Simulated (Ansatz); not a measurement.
## Two runs on Rh

System: Rh (C2/c, 2 atoms in the cell).
Method of the first run: DFT PBE, scalar-relativistic, plane waves, PAW, no spin polarisation (Ansatz 0.2.0).

The structure derives from a Materials Project entry. Text and figures count atoms from 1; the logs count them from 0 in places.

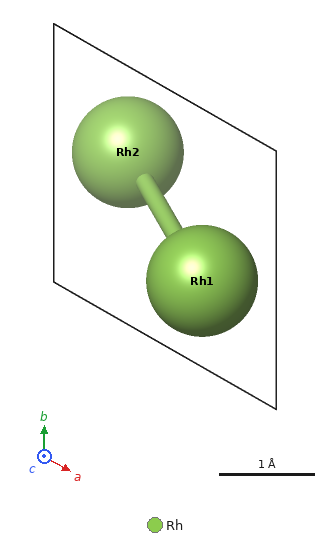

Fig. 1: The structure (ball-and-stick view of the cell of the calculation, along the c axis; atoms are numbered from 1 in the order of the input).

Input, the first run:
```yaml
crystal:
  lattice:
    - [2.7247891234, 0.0, -0.2043591843]
    - [-1.3623945617, 2.3597366008, 0.1021795921]
    - [-0.3288632023, 0.0, 4.3848426969]
  atoms:
    - { symbol: Rh, position: [0.6666666667, 0.3333333333, 0.75] }
    - { symbol: Rh, position: [0.3333333333, 0.6666666667, 0.25] }
basis:
  ecutwfc: 420
kpoints:
  mp_grid: { grid: [24, 24, 14] }
hamiltonian:
  xc: pbe
scf:
  occupations: { method: gaussian, width: 0.15 }
output:
  forces: true
  stress: true
  eigenvalues: true
```

Launched with:
```bash
ansatz run input.yaml --threads 1 --pin off --max-ram 2560MiB --backend cpu --events-out ev --progress --plain --runs-dir out
```

Hardware: 1 thread of Intel Xeon Gold (Sapphire Rapids), 64 GiB of memory available, shared host.

Output, shortened to warnings, some set-up lines, iterations and results (the first run):
```
Basis set: ecut = 420 eV, 551 PW (Γ), exchange–correlation on 40×40×60 points (8 copies of the dense FFT grid, shifted against one another)
Symmetry: 4 space group operations
k-points: 2114 of 8064
Initial density: superposition of atomic densities (neutral atoms: chi_scale 0, normalization atom), corrected by the library's trained network
[...]
SCF iter   1: F=—  HF=-12805.570173 eV  |F-HF|=—  |Δ(HF+E_count)|=         —  Δρ=1.04e-2  dr2=6.23e-3  ethr=1.77e-3  ⟨swp⟩=4.6  Hψ=166634  notcnv=0
SCF iter   2: F=—  HF=-12805.571771 eV  |F-HF|=—  |Δ(HF+E_count)|=   1.60e-3  Δρ=4.87e-3  dr2=1.36e-3  ethr=1.83e-5  ⟨swp⟩=2.0  Hψ=77902  notcnv=0
SCF iter   3: F=—  HF=-12805.572104 eV  |F-HF|=—  |Δ(HF+E_count)|=   3.33e-4  Δρ=6.62e-4  dr2=3.93e-5  ethr=4.01e-6  ⟨swp⟩=2.7  Hψ=72999  notcnv=0
SCF iter   4: F=—  HF=-12805.572132 eV  |F-HF|=—  |Δ(HF+E_count)|=   2.86e-5  Δρ=2.33e-4  dr2=8.05e-6  ethr=1.16e-7  ⟨swp⟩=2.5  Hψ=78081  notcnv=0
SCF iter   5: F=—  HF=-12805.572132 eV  |F-HF|=—  |Δ(HF+E_count)|=   6.21e-7  Δρ=3.77e-5  dr2=1.17e-7  ethr=2.37e-8  ⟨swp⟩=2.1  Hψ=64613  notcnv=0
SCF iter   6: F=-12805.572132 eV  HF=-12805.572132 eV  |F-HF|=1.44e-10  |Δ(HF+E_count)|=   9.97e-9  Δρ=6.94e-6  dr2=3.68e-9  ethr=2.94e-10  ⟨swp⟩=4.0  Hψ=145280  notcnv=0
SCF 1 converged in 6 iterations: F = -12805.572132 eV  dr2 = 3.68e-9
SCF converged after 6 iterations
Free energy (F): -12805.572132 eV
Harris-Foulkes:  -12805.572132 eV  (|F-HF|=1.44e-10)
Internal energy: -12805.530954 eV  (E = F + TS)
E sigma→0 (E₀):  -12805.551543 eV
Entropy (-TS):   -0.041177 eV (-20.589 meV/atom)
Fermi energy:    21.936430 eV
--- Per-component energies (eV) ---
  E_band       = -185.967885
  E_kinetic    = 1146.733075
  E_local      = -3186.504157  (includes V_loc(G=0)·N_el)
  E_nonlocal   = 709.696762
  E_hartree    = 1121.785567
  E_xc         = -443.702672
  E_vxc        = -557.009545  (∫ρ·V_xc dr)
  E_paw        = -7174.012539  (= ΣΔE_a)
  E_vpaw       = -542.459183  (= ΣTr[D̂ρ^β])
  E_aug_tail   = 0.001764  (compensation charges beyond the density's cutoff)
  E_ewald      = -4979.528756
  E_smearing   = -0.041177  (= −TS)
  E_closure    = 0.000000  (closes the sum)
  Σ components = -12805.572132   (vs F -12805.572132, Δ=0.00e0)
--- Forces (eV/Å), atoms counted from 1 ---
  atom   1  Rh     0.00000000    -0.35164663     0.00000000
  atom   2  Rh    -0.00000000     0.35164663    -0.00000000
  max |Σ_I F_I| component: 0.00e0 eV/Å
--- Stress (GPa, compression-positive) ---
        3.548478       0.000000      11.212343
        0.000000       0.683173       0.000000
       11.212356       0.000000       9.173527
  P = ⅓ Tr σ = 4.4684 GPa (44.684 kbar)
```

For the second run the input was changed thus:
```diff
-basis:
-  ecutwfc: 420
```

How does the second run compare with the first run?

The energy doesn't change within 0.01 meV per atom. The number of SCF iterations is the same.

Output, shortened to warnings, some set-up lines, iterations and results (the second run):
```
Basis set: ecut = 420 eV, 551 PW (Γ), exchange–correlation on 40×40×60 points (8 copies of the dense FFT grid, shifted against one another)
Symmetry: 4 space group operations
k-points: 2114 of 8064
Initial density: superposition of atomic densities (neutral atoms: chi_scale 0, normalization atom), corrected by the library's trained network
[...]
SCF iter   1: F=—  HF=-12805.570173 eV  |F-HF|=—  |Δ(HF+E_count)|=         —  Δρ=1.04e-2  dr2=6.23e-3  ethr=1.77e-3  ⟨swp⟩=4.6  Hψ=166634  notcnv=0
SCF iter   2: F=—  HF=-12805.571771 eV  |F-HF|=—  |Δ(HF+E_count)|=   1.60e-3  Δρ=4.87e-3  dr2=1.36e-3  ethr=1.83e-5  ⟨swp⟩=2.0  Hψ=77902  notcnv=0
SCF iter   3: F=—  HF=-12805.572104 eV  |F-HF|=—  |Δ(HF+E_count)|=   3.33e-4  Δρ=6.62e-4  dr2=3.93e-5  ethr=4.01e-6  ⟨swp⟩=2.7  Hψ=72999  notcnv=0
SCF iter   4: F=—  HF=-12805.572132 eV  |F-HF|=—  |Δ(HF+E_count)|=   2.86e-5  Δρ=2.33e-4  dr2=8.05e-6  ethr=1.16e-7  ⟨swp⟩=2.5  Hψ=78081  notcnv=0
SCF iter   5: F=—  HF=-12805.572132 eV  |F-HF|=—  |Δ(HF+E_count)|=   6.21e-7  Δρ=3.77e-5  dr2=1.17e-7  ethr=2.37e-8  ⟨swp⟩=2.1  Hψ=64613  notcnv=0
SCF iter   6: F=-12805.572132 eV  HF=-12805.572132 eV  |F-HF|=1.44e-10  |Δ(HF+E_count)|=   9.97e-9  Δρ=6.94e-6  dr2=3.68e-9  ethr=2.94e-10  ⟨swp⟩=4.0  Hψ=145280  notcnv=0
SCF 1 converged in 6 iterations: F = -12805.572132 eV  dr2 = 3.68e-9
SCF converged after 6 iterations
Free energy (F): -12805.572132 eV
Harris-Foulkes:  -12805.572132 eV  (|F-HF|=1.44e-10)
Internal energy: -12805.530954 eV  (E = F + TS)
E sigma→0 (E₀):  -12805.551543 eV
Entropy (-TS):   -0.041177 eV (-20.589 meV/atom)
Fermi energy:    21.936430 eV
--- Per-component energies (eV) ---
  E_band       = -185.967885
  E_kinetic    = 1146.733075
  E_local      = -3186.504157  (includes V_loc(G=0)·N_el)
  E_nonlocal   = 709.696762
  E_hartree    = 1121.785567
  E_xc         = -443.702672
  E_vxc        = -557.009545  (∫ρ·V_xc dr)
  E_paw        = -7174.012539  (= ΣΔE_a)
  E_vpaw       = -542.459183  (= ΣTr[D̂ρ^β])
  E_aug_tail   = 0.001764  (compensation charges beyond the density's cutoff)
  E_ewald      = -4979.528756
  E_smearing   = -0.041177  (= −TS)
  E_closure    = 0.000000  (closes the sum)
  Σ components = -12805.572132   (vs F -12805.572132, Δ=0.00e0)
--- Forces (eV/Å), atoms counted from 1 ---
  atom   1  Rh     0.00000000    -0.35164663     0.00000000
  atom   2  Rh    -0.00000000     0.35164663    -0.00000000
  max |Σ_I F_I| component: 0.00e0 eV/Å
--- Stress (GPa, compression-positive) ---
        3.548478       0.000000      11.212343
        0.000000       0.683173       0.000000
       11.212356       0.000000       9.173527
  P = ⅓ Tr σ = 4.4684 GPa (44.684 kbar)
```

The two runs side by side:

| quantity | the first run | the second run |
| --- | --- | --- |
| outcome | converged | converged |
| free energy per atom (eV) | −6402.7861 | −6402.7861 |
| energy per atom, smearing taken to zero (eV) | −6402.7758 | −6402.7758 |
| gap on the mesh (eV) | 0.00 | 0.00 |
| pressure (GPa) | 4.47 | 4.47 |
| largest force (eV/Å) | 0.352 | 0.352 |
| SCF iterations | 6 | 6 |
| irreducible k-points | 2114 | 2114 |
| plane waves at Γ | 551 | 551 |
| wall time (shared host) | 29 s | 39 s |
